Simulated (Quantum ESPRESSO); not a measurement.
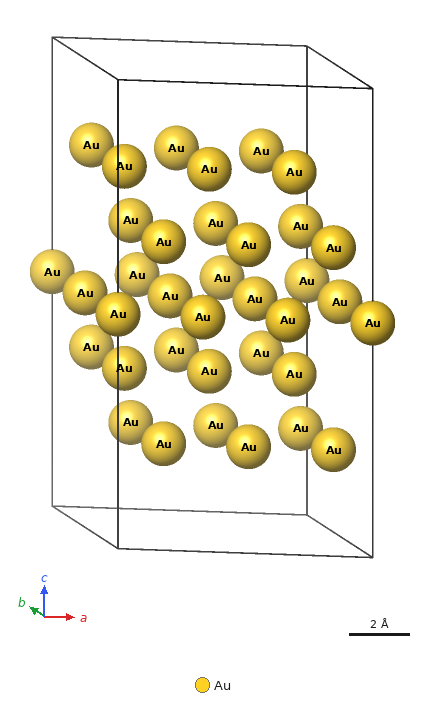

The input geometry (spheres-only view of the 3 × 2 repeat of the cell, with the vacuum cut short, seen slightly off an axis). An atom can appear more than once, as a periodic image.

Workfunction calculation, with input and output: Au (part 1 of 2)

Au (slab, 5 atoms in the cell), computed with Kohn-Sham DFT of a periodic cell, PBE, PseudoDojo 0.4.1 SR PBE standard, no spin polarisation (Quantum ESPRESSO 7.5).

The structure derives from an entry of the Crystallography Open Database.

The input:
```
&CONTROL
  calculation = 'scf'
  prefix = 'pwscf'
  outdir = './tmp'
  pseudo_dir = './pseudo'
  tprnfor = .true.
  disk_io = 'low'
/
&SYSTEM
  ibrav = 0
  celldm(1) = 8
  nat = 5
  ntyp = 1
  ecutwfc = 76
  nbnd = 61
  occupations = 'smearing'
  smearing = 'fd'
  degauss = 0.00367493
/
&ELECTRONS
  conv_thr = 5d-09
  electron_maxstep = 150
  mixing_beta = 0.3
  mixing_mode = 'local-TF'
/
ATOMIC_SPECIES
Au   196.9666 Au.upf
CELL_PARAMETERS alat
  0.6833187876935  -0.0000000000000  -0.0000000000000
 -0.3416593938468   0.5917714290258   0.0000000000000
  0.0000000000000   0.0000000000000   5.7749462990150
ATOMIC_POSITIONS crystal
Au     0.6666666667    0.3333333333    0.3067765742
Au     0.3333333333    0.6666666667    0.4033882871
Au     0.0000000000    0.0000000000    0.5000000000
Au     0.6666666667    0.3333333333    0.5966117129
Au     0.3333333333    0.6666666667    0.6932234258
K_POINTS automatic
11 11 1 0 0 0
```

File pp_density.in:
```
&INPUTPP
  prefix = 'pwscf'
  outdir = './tmp'
  filplot = 'density.dat'
  plot_num = 0
/
&PLOT
  nfile = 1
  filepp(1) = 'density.dat'
  iflag = 3
  output_format = 6
  fileout = 'density.cube'
/
```

File pp_potential.in:
```
&INPUTPP
  prefix = 'pwscf'
  outdir = './tmp'
  filplot = 'potential.dat'
  plot_num = 11
/
&PLOT
  nfile = 1
  filepp(1) = 'potential.dat'
  iflag = 3
  output_format = 6
  fileout = 'potential.cube'
/
```

File pp_elf.in:
```
&INPUTPP
  prefix = 'pwscf'
  outdir = './tmp'
  filplot = 'elf.dat'
  plot_num = 8
/
&PLOT
  nfile = 1
  filepp(1) = 'elf.dat'
  iflag = 3
  output_format = 6
  fileout = 'elf.cube'
/
```

Run on 1 thread of Intel Xeon (Sapphire Rapids), 32 GiB of memory available, shared host.

Launched with:
```bash
OMP_NUM_THREADS=1 pw.x -in pw.in > pw.out
OMP_NUM_THREADS=1 pp.x -in pp_density.in > pp_density.out
OMP_NUM_THREADS=1 pp.x -in pp_potential.in > pp_potential.out
OMP_NUM_THREADS=1 pp.x -in pp_elf.in > pp_elf.out
```

What the program printed:
```
This program is part of the open-source Quantum ESPRESSO suite
     for quantum simulation of materials; please cite
         "P. Giannozzi et al., J. Phys.:Condens. Matter 21 395502 (2009);
         "P. Giannozzi et al., J. Phys.:Condens. Matter 29 465901 (2017);
         "P. Giannozzi et al., J. Chem. Phys. 152 154105 (2020);
          URL
     in publications or presentations arising from this work. More details at

     Message from routine setup:
     using ibrav=0 with symmetry is DISCOURAGED, use correct ibrav instead

     G-vector sticks info
     --------------------
     sticks:   dense  smooth     PW     G-vecs:    dense   smooth      PW
     Sum         637     637    187               107069   107069   17077

     Using Slab Decomposition

     bravais-lattice index     =            0
     lattice parameter (alat)  =       8.0000  a.u.
     unit-cell volume          =    1195.6258 (a.u.)^3
     number of atoms/cell      =            5
     number of atomic types    =            1
     number of electrons       =        95.00
     number of Kohn-Sham states=           61
     kinetic-energy cutoff     =      76.0000  Ry
     charge density cutoff     =     304.0000  Ry
     scf convergence threshold =      5.0E-09
     mixing beta               =       0.3000
     number of iterations used =            8  local-TF  mixing
     Exchange-correlation= PBE
                           (   1   4   3   4   0   0   0)

     celldm(1)=   8.000000  celldm(2)=   0.000000  celldm(3)=   0.000000
     celldm(4)=   0.000000  celldm(5)=   0.000000  celldm(6)=   0.000000

     crystal axes: (cart. coord. in units of alat)
               a(1) = (   0.683319  -0.000000  -0.000000 )
               a(2) = (  -0.341659   0.591771   0.000000 )
               a(3) = (   0.000000   0.000000   5.774946 )

     reciprocal axes: (cart. coord. in units 2 pi/alat)
               b(1) = (  1.463446  0.844921 -0.000000 )
               b(2) = (  0.000000  1.689842 -0.000000 )
               b(3) = (  0.000000  0.000000  0.173162 )

     PseudoPot. # 1 for Au read from file:
     Au.upf
     Pseudo is Norm-conserving + core correction, Zval = 19.0
     Generated using ONCVPSP code by D. R. Hamann
     Using radial grid of 1356 points,  7 beta functions with:
                l(1) =   0
                l(2) =   0
                l(3) =   1
                l(4) =   1
                l(5) =   2
                l(6) =   2
                l(7) =   3

     atomic species   valence    mass     pseudopotential
     Au               19.00   196.96660     Au( 1.00)

     12 Sym. Ops., with inversion, found

   Cartesian axes

     site n.     atom                  positions (alat units)
         1        Au     tau(   1) = (   0.3416594   0.1972571   1.7716182  )
         2        Au     tau(   2) = (  -0.0000000   0.3945143   2.3295457  )
         3        Au     tau(   3) = (   0.0000000   0.0000000   2.8874731  )
         4        Au     tau(   4) = (   0.3416594   0.1972571   3.4454006  )
         5        Au     tau(   5) = (  -0.0000000   0.3945143   4.0033281  )

     number of k points=    16  Fermi-Dirac smearing, width (Ry)=  0.0037
                       cart. coord. in units 2pi/alat
        k(    1) = (   0.0000000   0.0000000   0.0000000), wk =   0.0165289
        k(    2) = (   0.0000000   0.1536220   0.0000000), wk =   0.0991736
        k(    3) = (   0.0000000   0.3072439   0.0000000), wk =   0.0991736
        k(    4) = (   0.0000000   0.4608659   0.0000000), wk =   0.0991736
        k(    5) = (   0.0000000   0.6144879   0.0000000), wk =   0.0991736
        k(    6) = (   0.0000000   0.7681098   0.0000000), wk =   0.0991736
        k(    7) = (   0.1330405   0.2304330   0.0000000), wk =   0.0991736
        k(    8) = (   0.1330405   0.3840549   0.0000000), wk =   0.1983471
        k(    9) = (   0.1330405   0.5376769   0.0000000), wk =   0.1983471
        k(   10) = (   0.1330405   0.6912989   0.0000000), wk =   0.1983471
        k(   11) = (   0.1330405   0.8449208   0.0000000), wk =   0.0991736
        k(   12) = (   0.2660811   0.4608659   0.0000000), wk =   0.0991736
        k(   13) = (   0.2660811   0.6144879   0.0000000), wk =   0.1983471
        k(   14) = (   0.2660811   0.7681098   0.0000000), wk =   0.1983471
        k(   15) = (   0.3991216   0.6912989   0.0000000), wk =   0.0991736
        k(   16) = (   0.3991216   0.8449208   0.0000000), wk =   0.0991736

     Dense  grid:   107069 G-vectors     FFT dimensions: (  32,  32, 270)

     Initial potential from superposition of free atoms

     starting charge      94.9994, renormalised to      95.0000

     negative rho (up, down):  3.762E-06 0.000E+00
     Starting wfcs are   50 randomized atomic wfcs +   11 random wfcs

     Self-consistent Calculation

     iteration #  1     ecut=    76.00 Ry     beta= 0.30
     Davidson diagonalization with overlap
     ethr =  1.00E-02,  avg # of iterations =  6.9

     Threshold (ethr) on eigenvalues was too large:
     Diagonalizing with lowered threshold

     Davidson diagonalization with overlap
     ethr =  3.38E-04,  avg # of iterations =  1.9

     negative rho (up, down):  8.887E-04 0.000E+00

     total energy              =   -1481.98194854 Ry
     estimated scf accuracy    <       0.32517391 Ry

     iteration #  2     ecut=    76.00 Ry     beta= 0.30
     Davidson diagonalization with overlap
     ethr =  3.42E-04,  avg # of iterations =  1.2

     negative rho (up, down):  5.670E-03 0.000E+00

     total energy              =   -1481.91858809 Ry
     estimated scf accuracy    <       0.15799237 Ry

     iteration #  3     ecut=    76.00 Ry     beta= 0.30
     Davidson diagonalization with overlap
     ethr =  1.66E-04,  avg # of iterations =  3.0

     negative rho (up, down):  5.620E-03 0.000E+00

     total energy              =   -1481.94692931 Ry
     estimated scf accuracy    <       0.00374288 Ry

     iteration #  4     ecut=    76.00 Ry     beta= 0.30
     Davidson diagonalization with overlap
     ethr =  3.94E-06,  avg # of iterations =  6.6

     negative rho (up, down):  6.374E-03 0.000E+00

     total energy              =   -1481.94626964 Ry
     estimated scf accuracy    <       0.00490389 Ry

     iteration #  5     ecut=    76.00 Ry     beta= 0.30
     Davidson diagonalization with overlap
     ethr =  3.94E-06,  avg # of iterations =  2.2

     negative rho (up, down):  6.021E-03 0.000E+00

     total energy              =   -1481.94581110 Ry
     estimated scf accuracy    <       0.00174287 Ry

     iteration #  6     ecut=    76.00 Ry     beta= 0.30
     Davidson diagonalization with overlap
     ethr =  1.83E-06,  avg # of iterations =  4.2

     negative rho (up, down):  4.969E-03 0.000E+00

     total energy              =   -1481.94587641 Ry
     estimated scf accuracy    <       0.00057565 Ry

     iteration #  7     ecut=    76.00 Ry     beta= 0.30
     Davidson diagonalization with overlap
     ethr =  6.06E-07,  avg # of iterations =  5.5

     negative rho (up, down):  3.815E-03 0.000E+00

     total energy              =   -1481.94579538 Ry
     estimated scf accuracy    <       0.00011452 Ry

     iteration #  8     ecut=    76.00 Ry     beta= 0.30
     Davidson diagonalization with overlap
     ethr =  1.21E-07,  avg # of iterations =  4.6

     negative rho (up, down):  1.362E-03 0.000E+00

     total energy              =   -1481.94578294 Ry
     estimated scf accuracy    <       0.00015645 Ry

     iteration #  9     ecut=    76.00 Ry     beta= 0.30
     Davidson diagonalization with overlap
     ethr =  1.21E-07,  avg # of iterations =  6.1

     negative rho (up, down):  7.714E-04 0.000E+00

     total energy              =   -1481.94574765 Ry
     estimated scf accuracy    <       0.00006299 Ry

     iteration # 10     ecut=    76.00 Ry     beta= 0.30
     Davidson diagonalization with overlap
     ethr =  6.63E-08,  avg # of iterations =  3.1

     negative rho (up, down):  4.467E-05 0.000E+00

     total energy              =   -1481.94574743 Ry
     estimated scf accuracy    <       0.00000717 Ry

     iteration # 11     ecut=    76.00 Ry     beta= 0.30
     Davidson diagonalization with overlap
     ethr =  7.54E-09,  avg # of iterations =  6.2

     negative rho (up, down):  4.418E-05 0.000E+00

     total energy              =   -1481.94574730 Ry
     estimated scf accuracy    <       0.00000063 Ry

     iteration # 12     ecut=    76.00 Ry     beta= 0.30
     Davidson diagonalization with overlap
     ethr =  6.60E-10,  avg # of iterations =  1.9

     negative rho (up, down):  1.601E-07 0.000E+00

     total energy              =   -1481.94574700 Ry
     estimated scf accuracy    <       0.00000019 Ry

     iteration # 13     ecut=    76.00 Ry     beta= 0.30
     Davidson diagonalization with overlap
     ethr =  2.05E-10,  avg # of iterations =  3.6

     End of self-consistent calculation

          k = 0.0000 0.0000 0.0000 ( 13395 PWs)   bands (ev):

   -98.3869 -98.3015 -98.3013 -97.9352 -97.9352 -49.8013 -49.6838 -49.6686
   -49.6686 -49.6357 -49.5797 -49.5797 -49.5782 -49.5782 -49.2361 -49.2361
   -49.2361 -49.2361 -49.2310 -49.2309  -2.2629  -1.3890  -0.4264   0.1342
     0.1751   2.4974   2.6060   2.6194   2.6194   2.6959   2.6959   2.8267
     2.8267   2.9693   3.1722   3.1722   3.1949   3.1949   4.0436   4.0913
     4.0913   4.2455   4.2455   4.5855   4.5855   5.0591   5.0591   5.2748
     5.2748   6.3049   7.2645  11.6079  12.3031  12.5562  13.9457  14.5390
    16.7366  16.9484  19.8288  20.0246  21.4824

          k = 0.0000 0.1536 0.0000 ( 13451 PWs)   bands (ev):

   -98.3863 -98.3009 -98.3007 -97.9346 -97.9346 -49.7977 -49.6933 -49.6721
   -49.6704 -49.6374 -49.5918 -49.5911 -49.5831 -49.5814 -49.2489 -49.2489
   -49.2394 -49.2394 -49.2298 -49.2297  -2.0118  -1.1451  -0.1846   0.3518
     0.4090   2.3442   2.4037   2.5066   2.7464   2.7700   2.7742   2.8097
     2.9148   2.9851   3.0994   3.1765   3.2972   3.3461   3.5575   3.9641
     3.9840   4.2689   4.2958   4.5853   4.6371   4.7967   5.0611   5.2859
     5.3200   6.8239   7.9937  11.7271  12.4955  12.7302  14.1456  14.7013
    16.9063  17.1324  20.0230  20.1898  21.6095

          k = 0.0000 0.3072 0.0000 ( 13455 PWs)   bands (ev):

   -98.3846 -98.2992 -98.2991 -97.9330 -97.9330 -49.7882 -49.7260 -49.6814
   -49.6679 -49.6455 -49.6271 -49.6183 -49.5920 -49.5899 -49.2831 -49.2831
   -49.2481 -49.2481 -49.2266 -49.2265  -1.3140  -0.4962   0.4163   0.8742
     0.9884   1.9165   2.1967   2.2587   2.4244   2.7108   2.8807   2.9912
     3.0144   3.0735   3.2199   3.2879   3.4179   3.5219   3.6872   3.7555
     4.0092   4.0183   4.3021   4.3122   4.5888   4.8944   5.0604   5.3122
     5.9867   7.6913   9.4144  12.1096  13.0710  13.2845  14.7407  15.1858
    17.3680  17.6506  19.5249  19.9677  20.6350

          k = 0.0000 0.4609 0.0000 ( 13427 PWs)   bands (ev):

   -98.3824 -98.2971 -98.2970 -97.9309 -97.9309 -49.7782 -49.7698 -49.6934
   -49.6742 -49.6735 -49.6611 -49.6355 -49.6036 -49.6009 -49.3276 -49.3275
   -49.2596 -49.2596 -49.2225 -49.2225  -0.4091   0.2110   0.7851   1.1348
     1.3700   1.5081   1.8856   2.2728   2.3931   2.6855   2.8499   3.0123
     3.0737   3.3023   3.4950   3.5704   3.6114   3.8231   4.0581   4.0695
     4.2708   4.3945   4.4827   4.6324   4.7190   5.0596   5.2881   5.3442
     6.7342   8.5693  10.9826  12.8466  14.0020  14.2580  15.6360  15.7084
    16.3498  16.8678  17.9028  18.3619  18.6717

          k = 0.0000 0.6145 0.0000 ( 13379 PWs)   bands (ev):

   -98.3804 -98.2951 -98.2951 -97.9289 -97.9289 -49.8120 -49.7740 -49.7155
   -49.7045 -49.6977 -49.6594 -49.6428 -49.6143 -49.6111 -49.3679 -49.3679
   -49.2701 -49.2701 -49.2188 -49.2188   0.1326   0.5107   0.7139   0.9211
     1.1731   1.2983   1.5697   2.2398   2.5505   2.7320   2.8668   3.1084
     3.2440   3.4273   3.9383   4.0896   4.4780   4.5639   4.6236   4.8258
     4.9220   4.9652   5.0577   5.1741   5.2016   5.2888   5.4247   5.9875
     7.7298   9.6306  11.9874  12.8478  13.7314  14.0142  14.6388  15.4392
    15.6938  16.1655  16.9225  17.4250  17.7075

          k = 0.0000 0.7681 0.0000 ( 13338 PWs)   bands (ev):

   -98.3792 -98.2940 -98.2939 -97.9278 -97.9278 -49.8364 -49.7803 -49.7404
   -49.7111 -49.7025 -49.6613 -49.6452 -49.6206 -49.6172 -49.3917 -49.3917
   -49.2763 -49.2763 -49.2167 -49.2167   0.2073   0.4198   0.7032   0.7330
     1.0310   1.2057   1.3860   2.1522   2.5176   2.5725   2.7671   3.3368
     3.3631   3.6805   4.1024   4.4384   4.8319   4.8349   5.1734   5.2333
     5.3181   5.3588   5.4623   5.7081   5.7224   6.4437   7.1198   7.6076
     8.8557   9.6451  10.6791  11.2303  11.6926  12.7937  14.1616  15.2409
    15.8634  16.9986  17.2508  17.5393  18.0380
```
